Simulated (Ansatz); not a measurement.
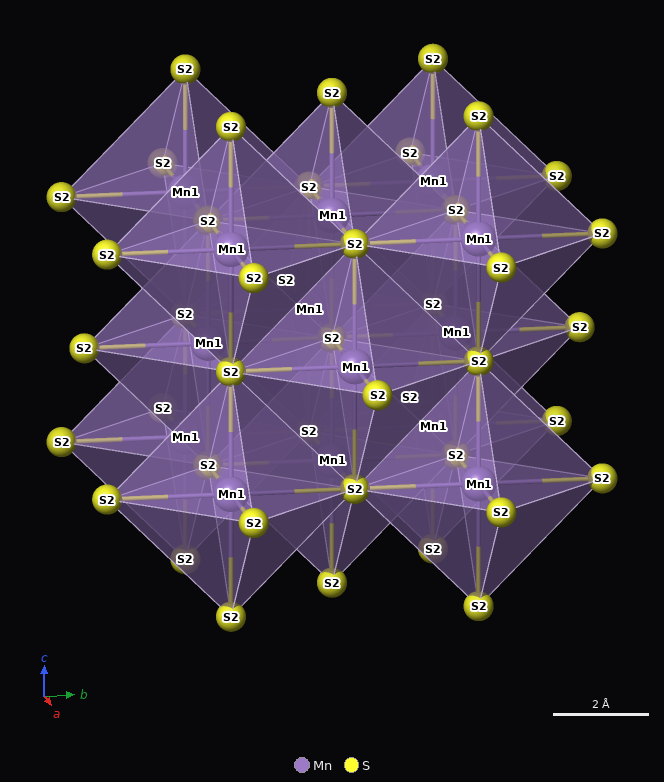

Figure 1. The structure as given in the input (polyhedral view of the cell 4 times as large as that of the calculation, set on its symmetry axes, seen slightly off an axis; polyhedra are completed across the faces of the cell; atoms are numbered from 1 in the order of the input).

## MnS: one change and its effect

System: MnS (Fm-3m, 2 atoms in the cell).
Method of run A: Kohn-Sham DFT of a periodic cell, RPBE, Ansatz PAW, spin-polarised (Ansatz 0.2.0).

The structure derives from an entry of the Crystallography Open Database. Text and figures count atoms from 1; the logs count them from 0 in places.

### The input, run A
```yaml
crystal:
  lattice:
    - [0.0, 2.655581596, 2.655581596]
    - [2.655581596, 0.0, 2.655581596]
    - [2.655581596, 2.655581596, 0.0]
  atoms:
    - { symbol: Mn, position: [0.0, 0.0, 0.0], spin: 4.0 }
    - { symbol: S, position: [0.5, 0.5, 0.5] }
hamiltonian:
  xc: rpbe
  pseudopotentials: { kind: paw }
magnetization:
  spin_polarized: true
kpoints:
  mp_grid: { grid: [9, 9, 9] }
scf:
  occupations: { method: fermi_dirac, width: 0.05 }
output:
  forces: true
  stress: true
  eigenvalues: true
```

Launched with:
```bash
ansatz run input.yaml --threads 2 --pin off --max-ram 5120MiB --backend cpu --events-out ev --progress --plain --runs-dir out
```

Hardware: 2 threads of Arm Neoverse V1, 24 GiB of memory available, shared host.

### Output, shortened to warnings, some set-up lines, iterations and results (run A)
```
Basis set: ecut = 420 eV, 725 PW (Γ), exchange–correlation on 54×54×54 points (8 copies of the dense FFT grid, shifted against one another)
Symmetry: 48 space group operations
k-points: 35 of 729
Initial density: superposition of atomic densities (chi_scale 0.1, normalization cell, long waves kept (reshape's long-wave potential 0.00 eV rms))
[...]
SCF iter   1: F=—  HF=-4810.113513 eV  |F-HF|=—  |Δ(HF+E_count)|=         —  Δρ=9.09e-2 (↑9.09e-2 ↓1.90e-2)  dr2=2.06e0  dr2_m=8.97e-1  M=4.741 μB ∫|m|=4.741 μB  β_m=0.30  …
SCF iter   2: F=—  HF=-4810.057235 eV  |F-HF|=—  |Δ(HF+E_count)|=   5.63e-2  Δρ=5.19e-2 (↑5.19e-2 ↓1.88e-2)  dr2=5.36e-1  dr2_m=3.87e-1  M=4.801 μB ∫|m|=4.801 μB  β_m=0.48  …
SCF iter   3: F=—  HF=-4810.106336 eV  |F-HF|=—  |Δ(HF+E_count)|=   4.91e-2  Δρ=1.21e-2 (↑1.21e-2 ↓6.93e-3)  dr2=5.11e-2  dr2_m=2.25e-2  M=4.844 μB ∫|m|=4.844 μB  β_m=0.59  …
SCF iter   4: F=—  HF=-4810.110787 eV  |F-HF|=—  |Δ(HF+E_count)|=         —  Δρ=2.79e-3 (↑2.79e-3 ↓2.12e-3)  dr2=6.31e-3  dr2_m=2.52e-4  M=4.862 μB ∫|m|=4.862 μB  β_m=0.59  …
SCF iter   5: F=—  HF=-4810.113541 eV  |F-HF|=—  |Δ(HF+E_count)|=   2.75e-3  Δρ=1.43e-3 (↑1.43e-3 ↓1.39e-3)  dr2=2.91e-3  dr2_m=2.10e-5  M=4.866 μB ∫|m|=4.866 μB  β_m=0.79  …
SCF iter   6: F=—  HF=-4810.115654 eV  |F-HF|=—  |Δ(HF+E_count)|=   2.11e-3  Δρ=4.71e-4 (↑4.71e-4 ↓4.49e-4)  dr2=3.18e-4  dr2_m=4.14e-6  M=4.869 μB ∫|m|=4.869 μB  β_m=0.82  …
SCF iter   7: F=—  HF=-4810.115810 eV  |F-HF|=—  |Δ(HF+E_count)|=   1.56e-4  Δρ=4.67e-4 (↑4.67e-4 ↓2.43e-4)  dr2=9.67e-5  dr2_m=5.96e-6  M=4.870 μB ∫|m|=4.870 μB  β_m=0.79  …
SCF iter   8: F=—  HF=-4810.115854 eV  |F-HF|=—  |Δ(HF+E_count)|=   4.37e-5  Δρ=1.49e-4 (↑8.79e-5 ↓1.49e-4)  dr2=2.04e-5  dr2_m=5.79e-7  M=4.869 μB ∫|m|=4.869 μB  β_m=0.89  …
SCF iter   9: F=—  HF=-4810.115874 eV  |F-HF|=—  |Δ(HF+E_count)|=   1.99e-5  Δρ=2.47e-5 (↑2.14e-5 ↓2.47e-5)  dr2=8.53e-7  dr2_m=1.10e-8  M=4.869 μB ∫|m|=4.869 μB  β_m=0.95  …
SCF iter  10: F=—  HF=-4810.115875 eV  |F-HF|=—  |Δ(HF+E_count)|=   1.29e-6  Δρ=9.50e-6 (↑5.83e-6 ↓9.50e-6)  dr2=3.39e-8  dr2_m=1.24e-8  M=4.869 μB ∫|m|=4.869 μB  β_m=0.97  …
SCF iter  11: F=-4810.115875 eV  HF=-4810.115875 eV  |F-HF|=7.18e-10  |Δ(HF+E_count)|=   9.13e-8  Δρ=2.76e-6 (↑1.29e-6 ↓2.76e-6)  dr2=5.04e-9  dr2_m=6.69e-10  M=4.869 μB …
SCF 1 converged in 11 iterations: F = -4810.115875 eV  dr2 = 5.04e-9
SCF converged after 11 iterations
Magnetization: 4.8689 μB (12.9344 up, 8.0656 down)
Absolute magnetization: 4.8689 μB (∫|ρ↑−ρ↓|, with the PAW one-centre terms)
Spin contamination: 0.0223 ħ² per cell (⟨S²⟩ above its minimum at these occupations)
Per-site moments (μB) at R_I (Å): [(4.363464881514253, 1.0954274083500002), (0.15611364819678963, 1.0954274083500002)]
Free energy (F): -4810.115875 eV
Harris-Foulkes:  -4810.115875 eV  (|F-HF|=7.18e-10)
Internal energy: -4810.111178 eV  (E = F + TS)
E sigma→0 (E₀):  -4810.113527 eV
Entropy (-TS):   -0.004697 eV (-2.348 meV/atom)
Fermi energy:    9.636869 eV
--- Per-component energies (eV) ---
  E_band       = -312.251333
  E_kinetic    = 404.065467
  E_local      = -2511.503070  (includes V_loc(G=0)·N_el)
  E_nonlocal   = 280.574678
  E_hartree    = 1028.814627
  E_xc         = -207.674143
  E_vxc        = -228.037077  (∫ρ·V_xc dr)
  E_paw        = -1916.218946  (= ΣΔE_a)
  E_vpaw       = -314.982970  (= ΣTr[D̂ρ^β])
  E_aug_tail   = -0.000008  (compensation charges beyond the density's cutoff)
  E_ewald      = -1888.083528
  E_core_change = -0.086256  (= ΣΔE_core)
  E_smearing   = -0.004697  (= −TS)
  E_closure    = 0.000000  (closes the sum)
  Σ components = -4810.115875   (vs F -4810.115875, Δ=0.00e0)
--- Forces (eV/Å), atoms counted from 1 ---
  atom   1  Mn    -0.00000000    -0.00000000    -0.00000000
  atom   2  S      0.00000000    -0.00000000     0.00000000
  max |Σ_I F_I| component: 3.02e-30 eV/Å
--- Stress (GPa, compression-positive) ---
       -2.504733      -0.000000      -0.000000
       -0.000000      -2.504733       0.000000
        0.000000      -0.000000      -2.504733
  P = ⅓ Tr σ = -2.5047 GPa (-25.047 kbar)
```

The input of run B differs as follows (lines with − go, lines with + come):
```diff
-  xc: rpbe
+  xc: { exchange: pbe, correlation: none }
```

Predict how the results change.

The total energies belong to different methods, so their difference says nothing on which is more stable or more accurate. The net moment of the cell goes from 4.87 to 4.95 μB. The pressure goes from −2.50 to 8.35 GPa. The functional changes from RPBE to one typed by its parts (see the changed lines). The number of SCF iterations is the same.

### Output, shortened to warnings, some set-up lines, iterations and results (run B)
```
Basis set: ecut = 420 eV, 725 PW (Γ), exchange–correlation on 54×54×54 points (8 copies of the dense FFT grid, shifted against one another)
Symmetry: 48 space group operations
k-points: 35 of 729
Initial density: superposition of atomic densities (chi_scale 0.1, normalization cell, long waves kept (reshape's long-wave potential 0.00 eV rms))
[...]
SCF iter   1: F=—  HF=-4754.476553 eV  |F-HF|=—  |Δ(HF+E_count)|=         —  Δρ=8.97e-2 (↑8.97e-2 ↓2.57e-2)  dr2=1.51e0  dr2_m=1.06e0  M=4.869 μB ∫|m|=4.869 μB  β_m=0.30  …
SCF iter   2: F=—  HF=-4754.426424 eV  |F-HF|=—  |Δ(HF+E_count)|=   5.01e-2  Δρ=3.92e-2 (↑3.92e-2 ↓3.18e-2)  dr2=1.18e-1  dr2_m=4.09e-1  M=4.932 μB ∫|m|=4.932 μB  β_m=0.39  …
SCF iter   3: F=—  HF=-4754.502115 eV  |F-HF|=—  |Δ(HF+E_count)|=   7.57e-2  Δρ=1.73e-2 (↑1.73e-2 ↓1.69e-2)  dr2=3.75e-2  dr2_m=9.22e-2  M=4.945 μB ∫|m|=4.945 μB  β_m=0.58  …
SCF iter   4: F=—  HF=-4754.550086 eV  |F-HF|=—  |Δ(HF+E_count)|=         —  Δρ=1.78e-3 (↑1.59e-3 ↓1.78e-3)  dr2=5.13e-3  dr2_m=6.83e-5  M=4.958 μB ∫|m|=4.958 μB  β_m=0.58  …
SCF iter   5: F=—  HF=-4754.551325 eV  |F-HF|=—  |Δ(HF+E_count)|=   1.24e-3  Δρ=1.06e-3 (↑1.05e-3 ↓1.06e-3)  dr2=1.31e-3  dr2_m=3.13e-5  M=4.957 μB ∫|m|=4.957 μB  β_m=0.79  …
SCF iter   6: F=—  HF=-4754.553887 eV  |F-HF|=—  |Δ(HF+E_count)|=   2.56e-3  Δρ=5.68e-4 (↑5.68e-4 ↓5.45e-4)  dr2=9.60e-5  dr2_m=7.70e-5  M=4.952 μB ∫|m|=4.952 μB  β_m=0.82  …
SCF iter   7: F=—  HF=-4754.554064 eV  |F-HF|=—  |Δ(HF+E_count)|=   1.77e-4  Δρ=3.72e-4 (↑2.00e-4 ↓3.72e-4)  dr2=1.19e-4  dr2_m=3.63e-6  M=4.952 μB ∫|m|=4.952 μB  β_m=0.91  …
SCF iter   8: F=—  HF=-4754.554117 eV  |F-HF|=—  |Δ(HF+E_count)|=   5.32e-5  Δρ=1.22e-4 (↑1.22e-4 ↓7.30e-5)  dr2=8.00e-6  dr2_m=2.83e-7  M=4.952 μB ∫|m|=4.952 μB  β_m=0.95  …
SCF iter   9: F=—  HF=-4754.554116 eV  |F-HF|=—  |Δ(HF+E_count)|=   5.33e-7  Δρ=1.87e-5 (↑1.66e-5 ↓1.87e-5)  dr2=5.54e-7  dr2_m=6.55e-9  M=4.952 μB ∫|m|=4.952 μB  β_m=0.98  …
SCF iter  10: F=—  HF=-4754.554117 eV  |F-HF|=—  |Δ(HF+E_count)|=   9.39e-7  Δρ=8.50e-6 (↑6.26e-6 ↓8.50e-6)  dr2=7.82e-8  dr2_m=1.17e-9  M=4.952 μB ∫|m|=4.952 μB  β_m=0.99  …
SCF iter  11: F=-4754.554117 eV  HF=-4754.554117 eV  |F-HF|=2.82e-9  |Δ(HF+E_count)|=   4.35e-8  Δρ=2.33e-6 (↑2.33e-6 ↓2.06e-6)  dr2=4.35e-9  dr2_m=1.04e-9  M=4.952 μB …
SCF 1 converged in 11 iterations: F = -4754.554117 eV  dr2 = 4.35e-9
SCF converged after 11 iterations
Magnetization: 4.9519 μB (12.9760 up, 8.0240 down)
Absolute magnetization: 4.9519 μB (∫|ρ↑−ρ↓|, with the PAW one-centre terms)
Spin contamination: 0.0182 ħ² per cell (⟨S²⟩ above its minimum at these occupations)
Per-site moments (μB) at R_I (Å): [(4.430093605704197, 1.0954274083500002), (0.14942480314691123, 1.0954274083500002)]
Free energy (F): -4754.554117 eV
Harris-Foulkes:  -4754.554117 eV  (|F-HF|=2.82e-9)
Internal energy: -4754.550208 eV  (E = F + TS)
E sigma→0 (E₀):  -4754.552163 eV
Entropy (-TS):   -0.003910 eV (-1.955 meV/atom)
Fermi energy:    11.037895 eV
--- Per-component energies (eV) ---
  E_band       = -282.506252
  E_kinetic    = 405.918827
  E_local      = -2507.794903  (includes V_loc(G=0)·N_el)
  E_nonlocal   = 276.617117
  E_hartree    = 1027.171097
  E_xc         = -190.862957
  E_vxc        = -209.032111  (∫ρ·V_xc dr)
  E_paw        = -1877.559382  (= ΣΔE_a)
  E_vpaw       = -302.556684  (= ΣTr[D̂ρ^β])
  E_aug_tail   = -0.000008  (compensation charges beyond the density's cutoff)
  E_ewald      = -1888.083528
  E_core_change = 0.043529  (= ΣΔE_core)
  E_smearing   = -0.003910  (= −TS)
  E_closure    = -0.000000  (closes the sum)
  Σ components = -4754.554117   (vs F -4754.554117, Δ=0.00e0)
--- Forces (eV/Å), atoms counted from 1 ---
  atom   1  Mn    -0.00000000     0.00000000     0.00000000
  atom   2  S      0.00000000    -0.00000000    -0.00000000
  max |Σ_I F_I| component: 4.14e-30 eV/Å
--- Stress (GPa, compression-positive) ---
        8.351435       0.000000       0.000000
       -0.000000       8.351435      -0.000000
        0.000000      -0.000000       8.351435
  P = ⅓ Tr σ = 8.3514 GPa (83.514 kbar)
```

### The two runs side by side

| quantity | run A | run B |
| --- | --- | --- |
| outcome | converged | converged |
| free energy per atom (eV) | −2405.0579 | −2377.2771 |
| energy per atom, smearing taken to zero (eV) | −2405.0568 | −2377.2761 |
| gap on the mesh (eV) | 0.00 | 0.00 |
| net moment of the cell (μB) | 4.87 | 4.95 |
| absolute moment of the cell (μB) | 4.87 | 4.95 |
| pressure (GPa) | −2.50 | 8.35 |
| largest force (eV/Å) | 0.000 | 0.000 |
| SCF iterations | 11 | 11 |
| irreducible k-points | 35 | 35 |
| plane waves at Γ | 725 | 725 |
| wall time (shared host) | 2.3 s | 2.2 s |

For both runs: Points of doubt noted for this run: forces on files of another functional. For run B: The cell is under a pressure of 8.4 GPa at this level, so it is not at its equilibrium volume.
